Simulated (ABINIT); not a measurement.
**Run report: PbS, optical-spectrum calculation (part 2 of 2)**

The same run, continued: PbS (Cmcm, 4 atoms in the cell); Kohn-Sham DFT of a periodic cell, PBEsol, PseudoDojo NC SR PBEsol v0.4.1 standard, no spin polarisation (ABINIT 10.8.3); cutoff 653.07 eV, 8×8×8 k-mesh, fixed occupations. The structure derives from a Materials Project entry.

Geometry of the input (Å; fractional positions):
```
2.0800  -5.9913  0.0000
2.0800  5.9913  0.0000
0.0000  0.0000  4.2793
Pb 0.1306  0.8694  0.2500
Pb 0.8694  0.1306  0.7500
S  0.3548  0.6452  0.2500
S  0.6452  0.3548  0.7500
```

### What the program printed, continued
```
--- !ResultsGS
iteration_state: {dtset: 1, }
comment   : Summary of ground state results
lattice_vectors:
- [  3.9305409, -11.3219102,   0.0000000, ]
- [  3.9305409,  11.3219102,   0.0000000, ]
- [  0.0000000,   0.0000000,   8.0867446, ]
lattice_lengths: [  11.98477,   11.98477,    8.08674, ]
lattice_angles: [ 90.000,  90.000, 141.710, ] # degrees, (23, 13, 12)
lattice_volume:   7.1974019E+02
convergence: {deltae: -8.527E-13, res2:  6.763E-13, residm:  5.965E-11, diffor: null, }
etotal    :  -1.62644411E+02
entropy   :   0.00000000E+00
fermie    :   1.34816423E-01
cartesian_stress_tensor: # hartree/bohr^3
- [  7.88004503E-05,   0.00000000E+00,   0.00000000E+00, ]
- [  0.00000000E+00,   5.66377710E-05,   0.00000000E+00, ]
- [  0.00000000E+00,   0.00000000E+00,   8.39658612E-05, ]
pressure_GPa:  -2.1517E+00
xred      :
- [  1.3056E-01,   8.6944E-01,   2.5000E-01, Pb]
- [  8.6944E-01,   1.3056E-01,   7.5000E-01, Pb]
- [  3.5480E-01,   6.4520E-01,   2.5000E-01,  S]
- [  6.4520E-01,   3.5480E-01,   7.5000E-01,  S]
cartesian_forces: # hartree/bohr
- [  1.10065605E-19,  -5.20902490E-05,   2.92649618E-31, ]
- [  1.10606753E-19,   5.20902490E-05,  -9.75498728E-32, ]
- [ -1.46648597E-19,  -1.01833117E-03,  -9.75498728E-32, ]
- [ -7.40237606E-20,   1.01833117E-03,  -9.75498728E-32, ]
force_length_stats: {min:   5.20902490E-05, max:   1.01833117E-03, mean:   5.35210711E-04, }
...

 Integrated electronic density in atomic spheres:
 ------------------------------------------------
 Atom  Sphere_radius  Integrated_density
    1        2.00000         10.04881964
    2        2.00000         10.04881964
    3        2.00000          3.83391434
    4        2.00000          3.83391434
================================================================================

 ----iterations are completed or convergence reached----

 Mean square residual over all n,k,spin=   30.634E-15; max=  59.649E-12
 reduced coordinates (array xred) for    4 atoms
       0.130563350000      0.869436650000      0.250000000000
       0.869436650000      0.130563350000      0.750000000000
       0.354797090000      0.645202910000      0.250000000000
       0.645202910000      0.354797090000      0.750000000000
 rms dE/dt=  6.6652E-03; max dE/dt=  1.1529E-02; dE/dt below (all hartree)
    1      -0.000589761122      0.000589761122     -0.000000000000
    2       0.000589761122     -0.000589761122      0.000000000000
    3      -0.011529454110      0.011529454110      0.000000000000
    4       0.011529454110     -0.011529454110      0.000000000000

 cartesian coordinates (angstrom) at end:
    1      2.07995269489433     4.42680928575885     1.06983023500000
    2      2.07995269489433    -4.42680928575885     3.20949070500000
    3      2.07995269489433     1.73990747887955     1.06983023500000
    4      2.07995269489433    -1.73990747887955     3.20949070500000

 cartesian forces (hartree/bohr) at end:
    1      0.00000000000000    -0.00005209024901     0.00000000000000
    2      0.00000000000000     0.00005209024901    -0.00000000000000
    3     -0.00000000000000    -0.00101833117317    -0.00000000000000
    4     -0.00000000000000     0.00101833117317    -0.00000000000000
 frms,max,avg= 4.1627550E-04 1.0183312E-03   0.000E+00  0.000E+00  0.000E+00 h/b

 cartesian forces (eV/Angstrom) at end:
    1      0.00000000000000    -0.00267858830133     0.00000000000000
    2      0.00000000000000     0.00267858830133    -0.00000000000000
    3     -0.00000000000000    -0.05236469433571    -0.00000000000000
    4     -0.00000000000000     0.05236469433571    -0.00000000000000
 frms,max,avg= 2.1405747E-02 5.2364694E-02   0.000E+00  0.000E+00  0.000E+00 e/A
 length scales= 11.984773800029 11.984773800029  8.086744581462 bohr
              =  6.342069168500  6.342069168500  4.279320940000 angstroms
 Fermi (or HOMO) energy (hartree) =   0.13482   Average Vxc (hartree)=  -0.36808
 Eigenvalues (hartree) for nkpt= 105  k points:
 kpt#   1, nband= 20, wtk=  0.00195, kpt=  0.0000  0.0000  0.0000 (reduced coord)
  -0.46764   -0.46355   -0.46332   -0.46283   -0.46181   -0.46128   -0.46122   -0.46096
  -0.46063   -0.45906   -0.34419   -0.27715   -0.11884   -0.08328   -0.02314    0.02439
   0.04519    0.07220    0.07898    0.11532
 prteigrs : prtvol=0 or 1, do not print more k-points.

--- !EnergyTerms
iteration_state     : {dtset: 1, }
comment             : Components of total free energy in Hartree
kinetic             :  7.67267965668415E+01
hartree             :  3.16239503607166E+01
xc                  : -4.58889541275070E+01
Ewald energy        : -1.09485257053139E+02
psp_core            :  5.89603369213198E+00
local_psp           : -9.57996206109810E+01
non_local_psp       : -2.57173596890486E+01
total_energy        : -1.62644410860986E+02
total_energy_eV     : -4.42577988468831E+03
band_energy         : -1.02247506860544E+01
...

 Cartesian components of stress tensor (hartree/bohr^3)
  sigma(1 1)=  7.88004503E-05  sigma(3 2)=  0.00000000E+00
  sigma(2 2)=  5.66377710E-05  sigma(3 1)=  0.00000000E+00
  sigma(3 3)=  8.39658612E-05  sigma(2 1)=  0.00000000E+00

-Cartesian components of stress tensor (GPa)         [Pressure= -2.1517E+00 GPa]
- sigma(1 1)=  2.31838929E+00  sigma(3 2)=  0.00000000E+00
- sigma(2 2)=  1.66634075E+00  sigma(3 1)=  0.00000000E+00
- sigma(3 3)=  2.47036092E+00  sigma(2 1)=  0.00000000E+00

================================================================================
== DATASET  2 ==================================================================

--- !DatasetInfo
iteration_state: {dtset: 2, }
dimensions: {natom: 4, nkpt: 105, mband: 30, nsppol: 1, nspinor: 1, nspden: 1, mpw: 4076, }
cutoff_energies: {ecut:  24.0, pawecutdg:  -1.0, }
electrons: {nelect:   4.00000000E+01, charge:   0.00000000E+00, occopt:   1.00000000E+00, tsmear:   1.00000000E-02, }
meta: {optdriver: 0, ionmov: 0, optcell: 0, iscf: -2, paral_kgb: 0, }
...

 mkfilename : getden/=0, take file _DEN from output of DATASET   1.

 Real(R)+Recip(G) space primitive vectors, cartesian coordinates (Bohr,Bohr^-1):
 R(1)=  3.9305409-11.3219102  0.0000000  G(1)=  0.1272090 -0.0441622  0.0000000
 R(2)=  3.9305409 11.3219102  0.0000000  G(2)=  0.1272090  0.0441622  0.0000000
 R(3)=  0.0000000  0.0000000  8.0867446  G(3)=  0.0000000  0.0000000  0.1236592
 Unit cell volume ucvol=  7.1974019E+02 bohr^3
 Angles (23,13,12)=  9.00000000E+01  9.00000000E+01  1.41709848E+02 degrees

 getcut: wavevector=  0.0000  0.0000  0.0000  ngfft=  54  54  36
         ecut(hartree)=     24.000   => boxcut(ratio)=   2.01864
--------------------------------------------------------------------------------

================================================================================
 Non-SCF case, kpt    1 (  0.00000  0.00000  0.00000), residuals and eigenvalues=
  9.84E-13  7.32E-13  7.58E-13  7.03E-13  1.32E-13  7.08E-13  1.89E-13  1.81E-13
  7.09E-13  5.08E-13  2.98E-13  4.41E-13  7.70E-13  4.37E-13  5.48E-13  8.17E-13
  8.52E-13  7.05E-13  7.25E-13  4.42E-13  9.54E-13  9.24E-13  8.81E-13  4.36E-13
  4.71E-13  6.64E-13  4.73E-13  4.54E-12  2.48E-10  8.90E-06
 -4.6764E-01 -4.6355E-01 -4.6332E-01 -4.6283E-01 -4.6181E-01 -4.6128E-01
 -4.6122E-01 -4.6096E-01 -4.6063E-01 -4.5906E-01 -3.4419E-01 -2.7715E-01
 -1.1884E-01 -8.3283E-02 -2.3143E-02  2.4389E-02  4.5186E-02  7.2197E-02
  7.8978E-02  1.1532E-01  3.0155E-01  3.0174E-01  3.1013E-01  3.3600E-01
  3.4419E-01  3.4466E-01  3.5512E-01  3.8511E-01  4.0145E-01  4.7211E-01
 prteigrs : prtvol=0 or 1, do not print more k-points.

--- !ResultsGS
iteration_state: {dtset: 2, }
comment   : Summary of ground state results
lattice_vectors:
- [  3.9305409, -11.3219102,   0.0000000, ]
- [  3.9305409,  11.3219102,   0.0000000, ]
- [  0.0000000,   0.0000000,   8.0867446, ]
lattice_lengths: [  11.98477,   11.98477,    8.08674, ]
lattice_angles: [ 90.000,  90.000, 141.710, ] # degrees, (23, 13, 12)
lattice_volume:   7.1974019E+02
convergence: {deltae:  0.000E+00, res2:  0.000E+00, residm:  9.998E-13, diffor:  0.000E+00, }
etotal    :  -1.62644411E+02
entropy   :   0.00000000E+00
fermie    :   1.34816423E-01
cartesian_stress_tensor: null
pressure_GPa: null
xred      :
- [  1.3056E-01,   8.6944E-01,   2.5000E-01, Pb]
- [  8.6944E-01,   1.3056E-01,   7.5000E-01, Pb]
- [  3.5480E-01,   6.4520E-01,   2.5000E-01,  S]
- [  6.4520E-01,   3.5480E-01,   7.5000E-01,  S]
cartesian_forces: null
force_length_stats: {min: null, max: null, mean: null, }
...

 Integrated electronic density in atomic spheres:
 ------------------------------------------------
 Atom  Sphere_radius  Integrated_density
    1        2.00000         10.04881964
    2        2.00000         10.04881964
    3        2.00000          3.83391434
    4        2.00000          3.83391434
================================================================================

 ----iterations are completed or convergence reached----

 Mean square residual over all n,k,spin=   53.896E-14; max=  99.976E-14
 reduced coordinates (array xred) for    4 atoms
       0.130563350000      0.869436650000      0.250000000000
       0.869436650000      0.130563350000      0.750000000000
       0.354797090000      0.645202910000      0.250000000000
       0.645202910000      0.354797090000      0.750000000000

 cartesian coordinates (angstrom) at end:
    1      2.07995269489433     4.42680928575885     1.06983023500000
    2      2.07995269489433    -4.42680928575885     3.20949070500000
    3      2.07995269489433     1.73990747887955     1.06983023500000
    4      2.07995269489433    -1.73990747887955     3.20949070500000
 length scales= 11.984773800029 11.984773800029  8.086744581462 bohr
              =  6.342069168500  6.342069168500  4.279320940000 angstroms
 Eigenvalues (hartree) for nkpt= 105  k points:
 kpt#   1, nband= 30, wtk=  0.00195, kpt=  0.0000  0.0000  0.0000 (reduced coord)
  -0.46764   -0.46355   -0.46332   -0.46283   -0.46181   -0.46128   -0.46122   -0.46096
  -0.46063   -0.45906   -0.34419   -0.27715   -0.11884   -0.08328   -0.02314    0.02439
   0.04519    0.07220    0.07898    0.11532    0.30155    0.30174    0.31013    0.33600
   0.34419    0.34466    0.35512    0.38511    0.40145    0.47211
 prteigrs : prtvol=0 or 1, do not print more k-points.

================================================================================
== DATASET  3 ==================================================================

--- !DatasetInfo
iteration_state: {dtset: 3, }
dimensions: {natom: 4, nkpt: 105, mband: 26, nsppol: 1, nspinor: 1, nspden: 1, mpw: 4076, }
cutoff_energies: {ecut:  24.0, pawecutdg:  -1.0, }
electrons: {nelect:   4.00000000E+01, charge:   0.00000000E+00, occopt:   1.00000000E+00, tsmear:   1.00000000E-02, }
meta: {optdriver: 8, wfk_task: 7, }
...

 mkfilename : getwfk/=0, take file _WFK from output of DATASET   2.

--------------------------------------------------------------------------------

 Computation of velocity matrix elements (DDK)

 Parameters extracted from the Abinit header:
    ecut:     24.0
    nkpt:    512
    mband:   30
    nsppol:  1
    nspinor: 1
    useylm:  0
    inclvkb: 2
    bmin: 1, bmax: 30
    Computing diagonal and off-diagonal matrix elements
    Between band index bmin: 1, bmax: 30

== END DATASET(S) ==============================================================
================================================================================

 -outvars: echo values of variables after computation  --------
            acell      1.1984773800E+01  1.1984773800E+01  8.0867445815E+00 Bohr
           etotal1    -1.6264441086E+02
           etotal3     0.0000000000E+00
            fcart1     1.1006560455E-19 -5.2090249011E-05  2.9264961838E-31
                       1.1060675313E-19  5.2090249011E-05 -9.7549872792E-32
                      -1.4664859706E-19 -1.0183311732E-03 -9.7549872792E-32
                      -7.4023760615E-20  1.0183311732E-03 -9.7549872792E-32
            fcart3     0.0000000000E+00  0.0000000000E+00  0.0000000000E+00
                       0.0000000000E+00  0.0000000000E+00  0.0000000000E+00
                       0.0000000000E+00  0.0000000000E+00  0.0000000000E+00
                       0.0000000000E+00  0.0000000000E+00  0.0000000000E+00
            rprim      3.2796121260E-01 -9.4469118920E-01  0.0000000000E+00
                       3.2796121260E-01  9.4469118920E-01  0.0000000000E+00
                       0.0000000000E+00  0.0000000000E+00  1.0000000000E+00
           strten1     7.8800450335E-05  5.6637771000E-05  8.3965861162E-05
                       0.0000000000E+00  0.0000000000E+00  0.0000000000E+00
           strten3     0.0000000000E+00  0.0000000000E+00  0.0000000000E+00
                       0.0000000000E+00  0.0000000000E+00  0.0000000000E+00
           xangst      2.0799526949E+00  4.4268092858E+00  1.0698302350E+00
                       2.0799526949E+00 -4.4268092858E+00  3.2094907050E+00
                       2.0799526949E+00  1.7399074789E+00  1.0698302350E+00
                       2.0799526949E+00 -1.7399074789E+00  3.2094907050E+00
             xred      1.3056335000E-01  8.6943665000E-01  2.5000000000E-01
                       8.6943665000E-01  1.3056335000E-01  7.5000000000E-01
                       3.5479709000E-01  6.4520291000E-01  2.5000000000E-01
                       6.4520291000E-01  3.5479709000E-01  7.5000000000E-01
 Calculation completed.
```

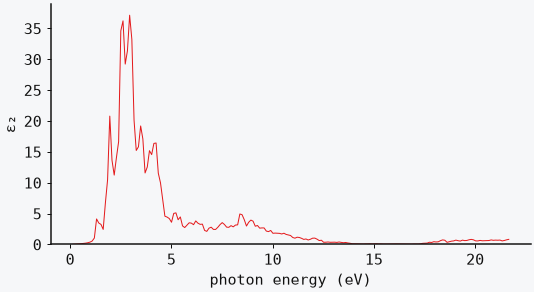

**Figure 1.** Imaginary part of the dielectric function (first component that the program prints). The highest peak, 37.1, lies at 2.94 eV.

### Results in brief

- outcome: converged
- space group (tolerance 0.01 Å): Cmcm (63)
- electrons treated: 40
- free energy: −4425.7799 eV
- Fermi energy: 3.669 eV
- pressure: −2.15 GPa
- largest force (length of the vector): 0.052 eV/Å
- wall time: 12 min
- peak memory: 1.1 GiB

### Notes

Points of doubt noted for this run: cutoff too low for stress. Spin–orbit coupling is left out, which matters for Pb.
